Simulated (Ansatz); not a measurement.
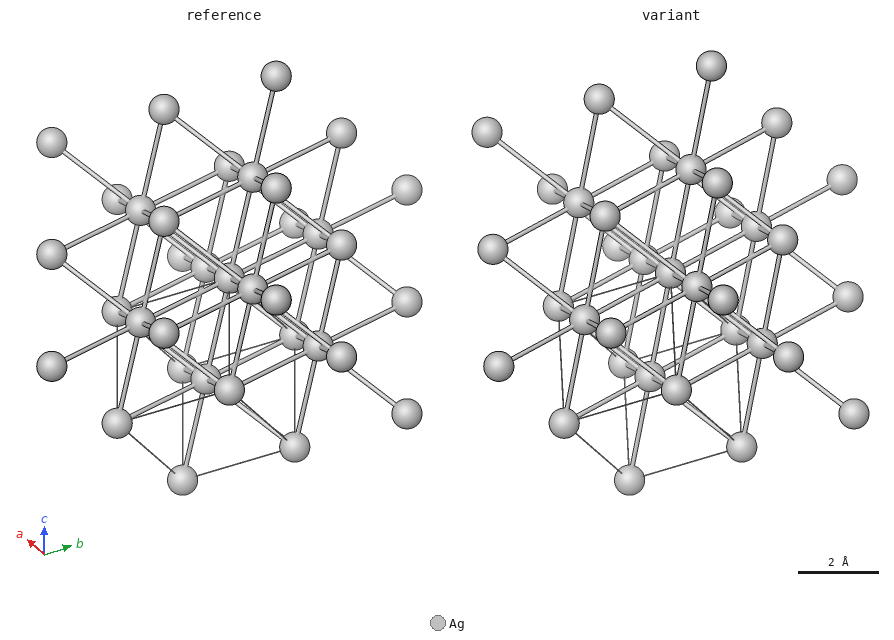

Left: a crystal of Ag (set up in Im-3m). Right: the same structure after one change, at the same scale. Style: ball-and-stick. Shown: the cell of the calculation, repeated 2 × 2 × 2 with one cell outlined, from a free direction.

All numbers below come from DFT r2SCAN, scalar-relativistic, plane waves, PAW (Ansatz 0.2.0). Settings: plane-wave cutoff 500 eV; k-point mesh 16 × 16 × 16; occupations gaussian; smearing width 0.1 eV; no spin polarisation.

### Which change leads from the left to the right?

Shear of c along a, +9.0 %, is applied. Symmetry leaves the atoms no freedom, so this is a single point.

### How do the computed properties respond?

The energy rises by 25.2 meV per atom. The pressure goes from −0.2 to 0.5 GPa. The principal stresses (compression positive) are 5.4 GPa along [1 0 −1], 1.0 GPa along b, −4.7 GPa along [1 0 1]. All forces vanish by symmetry. Near-neighbour distances before and after: Ag–Ag 2.831 → 2.748 to 2.918 Å. The space group (tolerance 0.01 Å) goes from Im-3m (No. 229) to C2/m (No. 12).
